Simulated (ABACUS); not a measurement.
# Energy of Si along an even scaling of the cell

System: Si (Fd-3m, 2 atoms in the cell).
Method: Kohn-Sham DFT of a periodic cell, rSCAN, SG15 ONCV 1.2 PBE, no spin polarisation (ABACUS 3.10.1).

The 7 runs differ only in the geometry, by an even scaling of the cell at fixed fractional positions. The structure derives from a Materials Project entry.

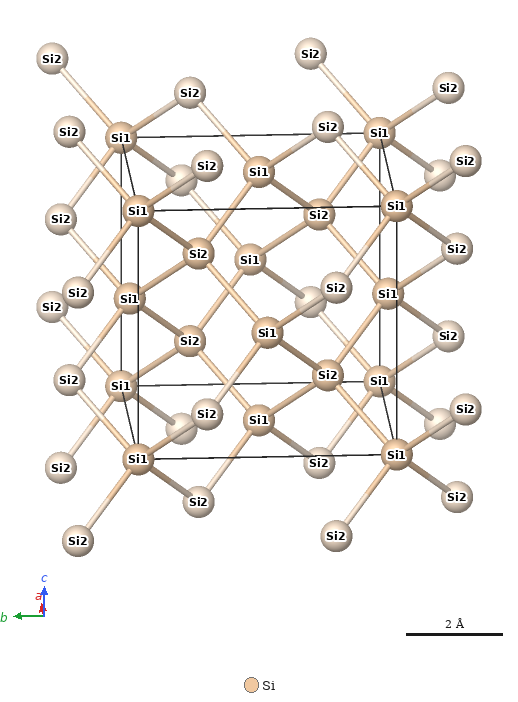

Figure 1. The structure of run 4 (ball-and-stick view of the cell 4 times as large as that of the calculation, set on its symmetry axes, seen at an oblique angle; neighbours outside the cell are drawn fainter; atoms are numbered from 1 in the order of the input).

**Input of run 4**
```python
"""ABACUS run from a structure file: ASE reads it, the script writes STRU, KPT and INPUT."""
import re
import subprocess
import spglib
from ase import Atoms
from ase.io import read
from ase.units import Bohr

atoms = read("Si.cif")
cell, frac, numbers = spglib.standardize_cell((atoms.cell[:], atoms.get_scaled_positions(), atoms.numbers), to_primitive=True, symprec=1e-4)
atoms = Atoms(numbers=numbers, cell=cell, scaled_positions=frac, pbc=True)  # the primitive cell
atoms = atoms[(-atoms.numbers).argsort(kind="stable")]  # ABACUS lists atoms element by element
pseudo = {'Si': 'Si_ONCV_PBE-1.2.upf'}
orbital = {}
magmoms = None
kmesh = [5, 5, 5]
params = {
    'suffix': 'Si',
    'calculation': 'scf',
    'basis_type': 'pw',
    'pseudo_dir': './',
    'symmetry': 1,
    'dft_functional': 'MGGA_X_RSCAN+MGGA_C_RSCAN',
    'ecutwfc': 69,
    'pseudo_rcut': 10,
    'nspin': 1,
    'nbands': 8,
    'ks_solver': 'dav',
    'smearing_method': 'fd',
    'smearing_sigma': 0.00367493,
    'scf_thr': 1e-08,
    'scf_nmax': 100,
    'mixing_type': 'broyden',
    'mixing_beta': 0.7,
    'cal_force': 1,
    'cal_stress': 1,
    'mixing_tau': 1,
    'kpar': 4,
}

symbols = atoms.get_chemical_symbols()
elements = list(dict.fromkeys(symbols))
lines = ["ATOMIC_SPECIES"] + [f"{e} {atoms.get_masses()[symbols.index(e)]:.4f} {pseudo[e]}" for e in elements]
if orbital:
    lines += ["", "NUMERICAL_ORBITAL"] + [orbital[e] for e in elements]
lines += ["", "LATTICE_CONSTANT", f"{1 / Bohr:.10f}", "", "LATTICE_VECTORS"]
lines += [" ".join(f"{x:.10f}" for x in v) for v in atoms.cell]
lines += ["", "ATOMIC_POSITIONS", "Direct"]
for e in elements:
    lines += ["", e, "0.0", str(symbols.count(e))]
    for i, p in enumerate(atoms.get_scaled_positions(wrap=False)):
        if symbols[i] == e:
            mag = "" if magmoms is None else " mag " + " ".join(str(x) for x in (magmoms[i] if isinstance(magmoms[i], list) else [magmoms[i]]))
            lines.append(" ".join(f"{x:.10f}" for x in p) + " 1 1 1" + mag)
open("STRU", "w").write("\n".join(lines) + "\n")
open("KPT", "w").write("K_POINTS\n0\nGamma\n%d %d %d 0 0 0\n" % tuple(kmesh))
open("INPUT", "w").write("INPUT_PARAMETERS\n" + "".join(f"{k:<20s}{v}\n" for k, v in params.items()))

done = subprocess.run(['mpirun', '-np', '4', 'abacus'])
if done.returncode:
    raise SystemExit(done.returncode)
log = open("OUT.Si/running_scf.log").read()
print("final energy (eV):", re.findall(r"FINAL_ETOT_IS (\S+)", log))
```

**File Si.cif of run 4**
```
data_Si
_cell_length_a 5.44370237
_cell_length_b 5.44370237
_cell_length_c 5.44370237
_cell_angle_alpha 90.00000000
_cell_angle_beta 90.00000000
_cell_angle_gamma 90.00000000
_space_group_name_H-M_alt 'Fd-3m'
_space_group_name_Hall 'F 4d 2 3 -1d'
_space_group_IT_number 227
loop_
_space_group_symop_operation_xyz
'x,y,z'
'-y+1/4,x+1/4,z+1/4'
'-x,-y+1/2,z+1/2'
'y+3/4,-x+1/4,z+3/4'
'x,-y,-z'
'-y+1/4,-x+3/4,-z+3/4'
'-x,y+1/2,-z+1/2'
'y+3/4,x+3/4,-z+1/4'
'z,x,y'
'z+1/4,-y+1/4,x+1/4'
'z+1/2,-x,-y+1/2'
'z+3/4,y+3/4,-x+1/4'
'-z,x,-y'
'-z+3/4,-y+1/4,-x+3/4'
'-z+1/2,-x,y+1/2'
'-z+1/4,y+3/4,x+3/4'
'y,z,x'
'x+1/4,z+1/4,-y+1/4'
'-y+1/2,z+1/2,-x'
'-x+1/4,z+3/4,y+3/4'
'-y,-z,x'
'-x+3/4,-z+3/4,-y+1/4'
'y+1/2,-z+1/2,-x'
'x+3/4,-z+1/4,y+3/4'
'-x+1/4,-y+1/4,-z+1/4'
'y,-x,-z'
'x+1/4,y+3/4,-z+3/4'
'-y+1/2,x,-z+1/2'
'-x+1/4,y+1/4,z+1/4'
'y,x+1/2,z+1/2'
'x+1/4,-y+3/4,z+3/4'
'-y+1/2,-x+1/2,z'
'-z+1/4,-x+1/4,-y+1/4'
'-z,y,-x'
'-z+3/4,x+1/4,y+3/4'
'-z+1/2,-y+1/2,x'
'z+1/4,-x+1/4,y+1/4'
'z+1/2,y,x+1/2'
'z+3/4,x+1/4,-y+3/4'
'z,-y+1/2,-x+1/2'
'-y+1/4,-z+1/4,-x+1/4'
'-x,-z,y'
'y+3/4,-z+3/4,x+1/4'
'x,-z+1/2,-y+1/2'
'y+1/4,z+1/4,-x+1/4'
'x+1/2,z+1/2,y'
'-y+3/4,z+3/4,x+1/4'
'-x+1/2,z,-y+1/2'
'x,y+1/2,z+1/2'
'-y+1/4,x+3/4,z+3/4'
'-x,-y,z'
'y+3/4,-x+3/4,z+1/4'
'x,-y+1/2,-z+1/2'
'-y+1/4,-x+1/4,-z+1/4'
'-x,y,-z'
'y+3/4,x+1/4,-z+3/4'
'z,x+1/2,y+1/2'
'z+1/4,-y+3/4,x+3/4'
'z+1/2,-x+1/2,-y'
'z+3/4,y+1/4,-x+3/4'
'-z,x+1/2,-y+1/2'
'-z+3/4,-y+3/4,-x+1/4'
'-z+1/2,-x+1/2,y'
'-z+1/4,y+1/4,x+1/4'
'y,z+1/2,x+1/2'
'x+1/4,z+3/4,-y+3/4'
'-y+1/2,z,-x+1/2'
'-x+1/4,z+1/4,y+1/4'
'-y,-z+1/2,x+1/2'
'-x+3/4,-z+1/4,-y+3/4'
'y+1/2,-z,-x+1/2'
'x+3/4,-z+3/4,y+1/4'
'-x+1/4,-y+3/4,-z+3/4'
'y,-x+1/2,-z+1/2'
'x+1/4,y+1/4,-z+1/4'
'-y+1/2,x+1/2,-z'
'-x+1/4,y+3/4,z+3/4'
'y,x,z'
'x+1/4,-y+1/4,z+1/4'
'-y+1/2,-x,z+1/2'
'-z+1/4,-x+3/4,-y+3/4'
'-z,y+1/2,-x+1/2'
'-z+3/4,x+3/4,y+1/4'
'-z+1/2,-y,x+1/2'
'z+1/4,-x+3/4,y+3/4'
'z+1/2,y+1/2,x'
'z+3/4,x+3/4,-y+1/4'
'z,-y,-x'
'-y+1/4,-z+3/4,-x+3/4'
'-x,-z+1/2,y+1/2'
'y+3/4,-z+1/4,x+3/4'
'x,-z,-y'
'y+1/4,z+3/4,-x+3/4'
'x+1/2,z,y+1/2'
'-y+3/4,z+1/4,x+3/4'
'-x+1/2,z+1/2,-y'
'x+1/2,y,z+1/2'
'-y+3/4,x+1/4,z+3/4'
'-x+1/2,-y+1/2,z'
'y+1/4,-x+1/4,z+1/4'
'x+1/2,-y,-z+1/2'
'-y+3/4,-x+3/4,-z+1/4'
'-x+1/2,y+1/2,-z'
'y+1/4,x+3/4,-z+3/4'
'z+1/2,x,y+1/2'
'z+3/4,-y+1/4,x+3/4'
'z,-x,-y'
'z+1/4,y+3/4,-x+3/4'
'-z+1/2,x,-y+1/2'
'-z+1/4,-y+1/4,-x+1/4'
'-z,-x,y'
'-z+3/4,y+3/4,x+1/4'
'y+1/2,z,x+1/2'
'x+3/4,z+1/4,-y+3/4'
'-y,z+1/2,-x+1/2'
'-x+3/4,z+3/4,y+1/4'
'-y+1/2,-z,x+1/2'
'-x+1/4,-z+3/4,-y+3/4'
'y,-z+1/2,-x+1/2'
'x+1/4,-z+1/4,y+1/4'
'-x+3/4,-y+1/4,-z+3/4'
'y+1/2,-x,-z+1/2'
'x+3/4,y+3/4,-z+1/4'
'-y,x,-z'
'-x+3/4,y+1/4,z+3/4'
'y+1/2,x+1/2,z'
'x+3/4,-y+3/4,z+1/4'
'-y,-x+1/2,z+1/2'
'-z+3/4,-x+1/4,-y+3/4'
'-z+1/2,y,-x+1/2'
'-z+1/4,x+1/4,y+1/4'
'-z,-y+1/2,x+1/2'
'z+3/4,-x+1/4,y+3/4'
'z,y,x'
'z+1/4,x+1/4,-y+1/4'
'z+1/2,-y+1/2,-x'
'-y+3/4,-z+1/4,-x+3/4'
'-x+1/2,-z,y+1/2'
'y+1/4,-z+3/4,x+3/4'
'x+1/2,-z+1/2,-y'
'y+3/4,z+1/4,-x+3/4'
'x,z+1/2,y+1/2'
'-y+1/4,z+3/4,x+3/4'
'-x,z,-y'
'x+1/2,y+1/2,z'
'-y+3/4,x+3/4,z+1/4'
'-x+1/2,-y,z+1/2'
'y+1/4,-x+3/4,z+3/4'
'x+1/2,-y+1/2,-z'
'-y+3/4,-x+1/4,-z+3/4'
'-x+1/2,y,-z+1/2'
'y+1/4,x+1/4,-z+1/4'
'z+1/2,x+1/2,y'
'z+3/4,-y+3/4,x+1/4'
'z,-x+1/2,-y+1/2'
'z+1/4,y+1/4,-x+1/4'
'-z+1/2,x+1/2,-y'
'-z+1/4,-y+3/4,-x+3/4'
'-z,-x+1/2,y+1/2'
'-z+3/4,y+1/4,x+3/4'
'y+1/2,z+1/2,x'
'x+3/4,z+3/4,-y+1/4'
'-y,z,-x'
'-x+3/4,z+1/4,y+3/4'
'-y+1/2,-z+1/2,x'
'-x+1/4,-z+1/4,-y+1/4'
'y,-z,-x'
'x+1/4,-z+3/4,y+3/4'
'-x+3/4,-y+3/4,-z+1/4'
'y+1/2,-x+1/2,-z'
'x+3/4,y+1/4,-z+3/4'
'-y,x+1/2,-z+1/2'
'-x+3/4,y+3/4,z+1/4'
'y+1/2,x,z+1/2'
'x+3/4,-y+1/4,z+3/4'
'-y,-x,z'
'-z+3/4,-x+3/4,-y+1/4'
'-z+1/2,y+1/2,-x'
'-z+1/4,x+3/4,y+3/4'
'-z,-y,x'
'z+3/4,-x+3/4,y+1/4'
'z,y+1/2,x+1/2'
'z+1/4,x+3/4,-y+3/4'
'z+1/2,-y,-x+1/2'
'-y+3/4,-z+3/4,-x+1/4'
'-x+1/2,-z+1/2,y'
'y+1/4,-z+1/4,x+1/4'
'x+1/2,-z,-y+1/2'
'y+3/4,z+3/4,-x+1/4'
'x,z,y'
'-y+1/4,z+1/4,x+1/4'
'-x,z+1/2,-y+1/2'
loop_
_atom_site_label
_atom_site_type_symbol
_atom_site_symmetry_multiplicity
_atom_site_Wyckoff_symbol
_atom_site_fract_x
_atom_site_fract_y
_atom_site_fract_z
_atom_site_occupancy
Si1 Si 8 a 0.5000000000 0.0000000000 0.5000000000 1
```

**File INPUT of run 4**
```
INPUT_PARAMETERS
suffix              Si
calculation         scf
basis_type          pw
pseudo_dir          ./
symmetry            1
dft_functional      MGGA_X_RSCAN+MGGA_C_RSCAN
ecutwfc             69
pseudo_rcut         10
nspin               1
nbands              8
ks_solver           dav
smearing_method     fd
smearing_sigma      0.00367493
scf_thr             1e-08
scf_nmax            100
mixing_type         broyden
mixing_beta         0.7
cal_force           1
cal_stress          1
mixing_tau          1
kpar                4
```

**File STRU of run 4**
```
ATOMIC_SPECIES
Si 28.0850 Si_ONCV_PBE-1.2.upf

LATTICE_CONSTANT
1.8897261258

LATTICE_VECTORS
0.0000000000 2.7218511850 2.7218511850
2.7218511850 0.0000000000 2.7218511850
2.7218511850 2.7218511850 0.0000000000

ATOMIC_POSITIONS
Direct

Si
0.0
2
0.0000000000 0.0000000000 -0.0000000000 1 1 1
0.2500000000 0.2500000000 0.2500000000 1 1 1
```

**File KPT of run 4**
```
K_POINTS
0
Gamma
5 5 5 0 0 0
```

Command:
```bash
OMP_NUM_THREADS=1 python run_abacus.py > log
```

Lattice vectors (Å) and fractional positions of run 4:
```
   0.000000    2.721851    2.721851
   2.721851    0.000000    2.721851
   2.721851    2.721851    0.000000
Si  0.000000  0.000000  0.000000
Si  0.250000  0.250000  0.250000
```

Run 3 has the same physical settings and fractional positions; its lattice vectors (Å) are:
```
   0.000000    2.703583    2.703583
   2.703583    0.000000    2.703583
   2.703583    2.703583    0.000000
```

**Results, with one run withheld**

```tsv
run	volume per atom (Å³)	free energy per atom, from the lowest run given (meV)	pressure (GPa)	gap on the mesh (eV)
1	18.955	31.76	7.76	0.61
2	19.358	15.42	5.26	0.65
3	19.761	?	?	?
4	20.165	0.09	0.97	0.72
5	20.568	0.00	−0.87	0.75
6	20.971	4.30	−2.52	0.78
7	21.375	12.56	−4.02	0.80
```

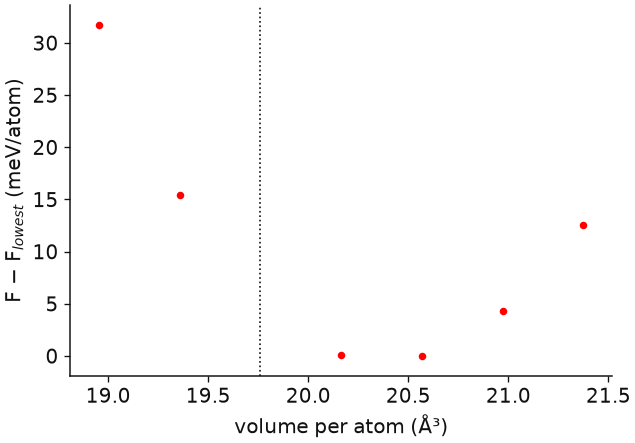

Figure 2. Free energy per atom of the runs given; the dotted line marks run 3.

What should run 3 give?

A cubic polynomial in V^(−2/3) (the Birch–Murnaghan form), fitted to the 6 runs given, misses them by at most 0.01 meV per atom. With x = V^(−2/3) − 0.13482 Å⁻², it reads F = −0.10459 + 1119 x + 7.3772e+05 x² + 6.4028e+05 x³ (meV per atom). At run 3 it gives 5.06 meV per atom, and the run itself gives 5.06. The slope of the fit gives a pressure −dF/dV of 3.01 GPa there, and the run prints 3.00 GPa. The fit has its minimum at 20.373 Å³ per atom, where V d²F/dV² gives 92.5 GPa: the bulk modulus at this level, since symmetry fixes the shape and the positions. The gap on the mesh goes, without turning, from 0.61 eV in run 1 to 0.80 eV in run 7; run 3 has 0.68 eV. These are gaps of this functional on this mesh, which can miss the band edges; they aren't the measured gap.

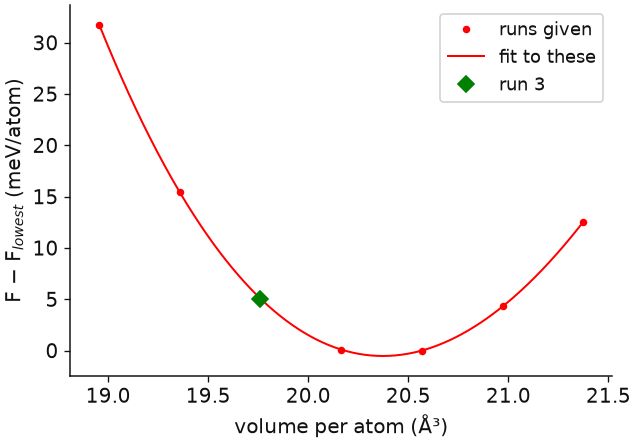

Figure 3. The fit and the withheld run.

**Some lines of the output (run 3)**
```
[...]
                          Volume (Bohr^3) = 266.714
                             Volume (A^3) = 39.5229
 E_Fermi        0.4533931612         6.1687304264
 E_Fermi        0.4772809242         6.4937401155
 E_Fermi        0.4860394089         6.6129054141
 E_Fermi        0.4864398561         6.6183537772
 E_Fermi        0.4862939471         6.6163685833
 E_KS(sigma->0) -15.7823739675       -214.7302139247
 E_Fermi        0.4862868061         6.6162714249
 final etot is -214.73024247 eV
 EFERMI = 6.6162714249 eV
 TOTAL-PRESSURE: 30.040477 KBAR
 !FINAL_ETOT_IS -214.7302424678122748 eV
```
